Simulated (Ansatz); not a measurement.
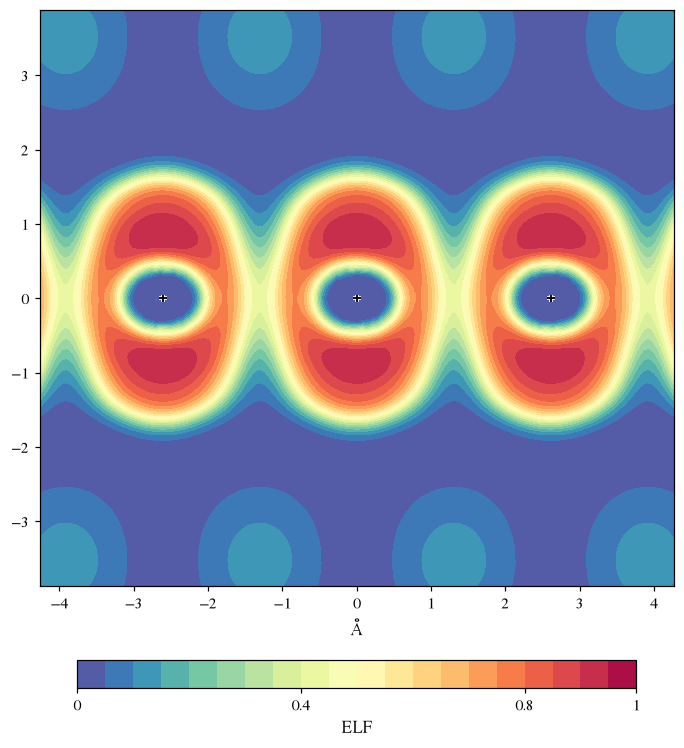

The ELF on a plane through atoms (crosses mark nuclei in the plane).

These are results of DFT PBE+D3(BJ), scalar-relativistic, plane waves, PAW in Ansatz 0.2.0, not measurements.

Candidates:
A. SiC, a = 4.35 Å, b = 4.35 Å, c = 4.35 Å, α = 90.00°, β = 90.00°, γ = 90.00°. Space group F-43m.
B. Br, a = 2.61 Å, b = 3.28 Å, c = 7.04 Å, α = 90.00°, β = 90.00°, γ = 90.00°. Space group Immm; a structure from a database of computed crystals, not necessarily the ambient phase; computed without spin polarisation.

> Which system is this?

Candidate B: Br on the (010) plane of the conventional cell, which holds Br. Br–Br (2.61 Å): the ELF is about 0.40 at the midpoint.
